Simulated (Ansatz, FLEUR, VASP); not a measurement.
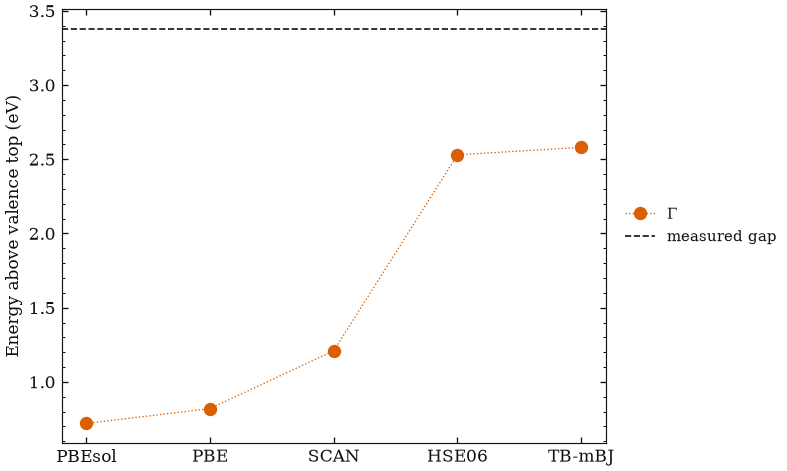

Lowest conduction level at Γ, counted from the valence-band top at Γ, by several methods on one cell of wurtzite ZnO, space group P6_3mc (No. 186), 4 atoms in the cell; a = 3.249 Å, c = 5.206 Å (hexagonal axes). All runs are without spin-orbit coupling and carry no moments. The cell is at 5 GPa in PBE. The dashed line is the measured gap, 3.38 eV (doi:10.1021/acsomega.3c06556).

| method | program | Γ (eV) |
| --- | --- | --- |
| PBEsol | Ansatz LAPW | 0.72 |
| PBE | Ansatz LAPW | 0.82 |
| SCAN | FLEUR | 1.21 |
| HSE06 | Ansatz | 2.53 |
| TB-mBJ | VASP | 2.58 |

Estimate the B3LYP values. It was run as: B3LYP, Ansatz PAW, 5×5×3 k mesh, 420 eV cutoff, Fermi-Dirac smearing of 0.05 eV (Ansatz 0.2.0).

Answer. Exact exchange opens the gap over the semilocal values shown, the highest of which is 2.58 eV (TB-mBJ) at Γ. B3LYP gives 2.88 eV at Γ, which is +2.06 eV from PBE at Γ.

How far does each method lie from the measured gap?

Answer. The misses are −2.66 eV for PBEsol, −2.56 eV for PBE, −2.17 eV for SCAN, −0.85 eV for HSE06, −0.80 eV for TB-mBJ and −0.50 eV for B3LYP. B3LYP is closest on these settings. The measured value also holds zero-point and thermal shifts, which these runs lack.

How do the methods rank at Γ?

Answer. From low to high: PBEsol 0.72, PBE 0.82, SCAN 1.21, HSE06 2.53, TB-mBJ 2.58, B3LYP 2.88 eV. Too close to rank are HSE06 against TB-mBJ (different programs, potentials, meshes and cutoffs).

Settings. PBEsol: all-electron LAPW, 9×9×5 k mesh, Fermi-Dirac smearing of 0.05 eV (Ansatz). PBE: all-electron LAPW, 9×9×5 k mesh, Fermi-Dirac smearing of 0.05 eV (Ansatz 0.2.0). SCAN: all-electron, 9×9×5 k mesh, Fermi-Dirac smearing of 0.05 eV (FLEUR). HSE06: Ansatz PAW, 5×5×3 k mesh, 420 eV cutoff, Fermi-Dirac smearing of 0.05 eV (Ansatz 0.2.0). TB-mBJ: VASP PAW PBE potentials, release 64 (Zn, O), 10×10×6 k mesh, 520 eV cutoff, Gaussian smearing of 0.02 eV (VASP).

These are six of the 36 methods that were run on this cell. The runs come from different programs and meshes, which adds differences of its own. LDA, GGA and most meta-GGA functionals understate gaps. HSE06, TB-mBJ and B3LYP: the PAW data sets were made with another functional. HSE06 and B3LYP: the k mesh is coarse, so the values aren't converged, least of all with exact exchange. SCAN: the meta-GGA is that of a development version, with a GGA for the radial functions and cores and without core tails. TB-mBJ: this is a model potential built to give gaps, with no total energy.
